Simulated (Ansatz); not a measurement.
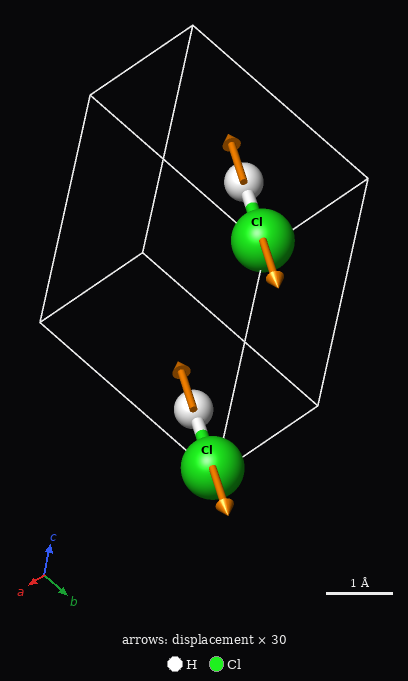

A relaxation of crystalline HCl (set up in I4mm). The starting structure is drawn; orange arrows show the displacements (the part carried along by the change of the cell is left out), 30 times their true length.

Style: ball-and-stick. Shown: the cell of the calculation, slightly off an axis.

Case: relaxed at 4 GPa.

Level of theory: Ansatz 0.2.0, DFT LDA, scalar-relativistic, plane waves, PAW.

Input
```yaml
crystal:
  lattice:
    - [-1.8037776784, 1.8035689306, 2.4953680971]
    - [1.8037776784, -1.8035689306, 2.4953680971]
    - [1.8037776784, 1.8035689306, -2.4953680971]
  atoms:
    - { symbol: H, position: [0.7029663459, 0.7029663459, 0.0] }
    - { symbol: Cl, position: [0.9650336541, 0.9650336541, 0.0] }
basis:
  ecutwfc: 420
kpoints:
  mp_grid: { grid: [10, 10, 10] }
hamiltonian:
  xc: lda
scf:
  occupations: { method: fixed }
output:
  forces: true
  stress: true
  eigenvalues: true
relax:
  adjacent_minimum: "off"
  f_tol: 0.001
  max_steps: 60
  cell: { stress_tol: 0.02, p_target: 4.0 }
```

Q: What happened in the run?

A: The largest moves relative to the cell, 0.036 Å, are those of H1 and Cl2. H1 goes along [−1 −1 0]. By element the largest moves are H 0.036 Å, Cl 0.036 Å. The volume changes by −17.5 %, with a = b = c 3.568 → 3.355 Å (−6.0 %), α 119.3° → 119.8°, β 119.3° → 119.8°, γ 91.3° → 90.4°. The space group stays I4mm (No. 107). Over 7 accepted moves (9 points after the start) the energy rises by 28.3 meV per atom. With the target pressure of 4 GPa, the enthalpy E + pV changes by −42.5 meV per atom. Pressure: 0.00 GPa at the start and 4.00 GPa at the end. At 2 points the geometry stayed and the basis and grid were re-selected for the new cell (energy shift of 0.8 meV per atom at most each time). The run took of the order of 50 core-seconds on a shared host.
